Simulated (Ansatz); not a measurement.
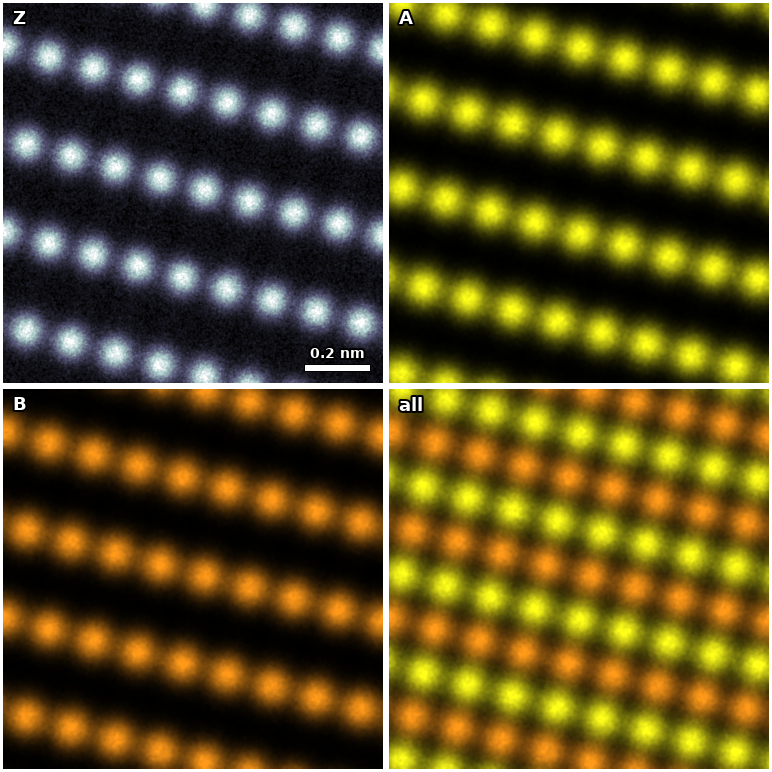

TaN (P-6m2, No. 187) along [210]. Panel Z: The image is simulated as a sum over atoms of Z^1.8, blurred by a 0.79 Å probe (no channelling). The probe carries 25 % of its weight in a tail 2.5 times as wide. The display is stretched by a gamma of 0.8; percentages refer to the linear signal. Shot noise was added. The other panels are simulated element maps (the number of atoms of one element along the beam, blurred by 1.0 Å, with counting noise; each on its own scale, no channelling); the last overlays them. Structure: the end point of a relaxation with DFT, LDA, PAW with Ansatz's default frozen-core files, scalar-relativistic in Ansatz 0.2.0.

```
Ta N
1.0
     2.90672    0.00000    0.00000
    -1.45336    2.51729    0.00000
     0.00000    0.00000    2.85136
Ta N
1 1
Direct
  0.33333 0.66667 0.50000
  0.00000 0.00000 0.00000
```

> Which element does each lettered map show?

A: N, B: Ta. The projected cell (1.45 × 2.85 Å, 90°) holds 2 columns: 1 of Ta and 1 of N. No column is shared by two of the mapped elements.
